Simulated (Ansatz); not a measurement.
ZrSe2, space group P-3m1 (No. 164), a = 3.682 Å, b = 3.682 Å, c = 5.842 Å, α = 90.00°, β = 90.00°, γ = 120.00°

```json
{"site": "Zr", "Wyckoff": "1a", "x": "0.0000", "y": "0.0000", "z": "0.0000"}
{"site": "Se", "Wyckoff": "2d", "x": "0.3333", "y": "0.6667", "z": "0.2755"}
```

Origin: the geometry relaxed at fixed volume with DFT PBE+D3(BJ), scalar-relativistic, plane waves, PAW in Ansatz.

Describe the coordination of Zr.

ZrSe6: a slightly distorted octahedron (coordination number 6, S = 0.11; next best trigonal prism, S = 15.9). Bonds: 6 × Zr–Se 2.67 Å. The next neighbour, not counted, lies at 3.68 Å.

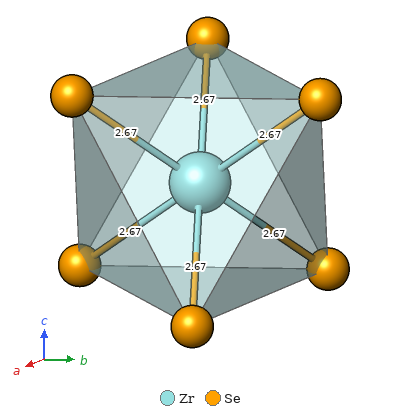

The polyhedron about Zr. Continuous shape measures are computed against ideal polyhedra (0 is ideal; above about 3 the distortion is strong).
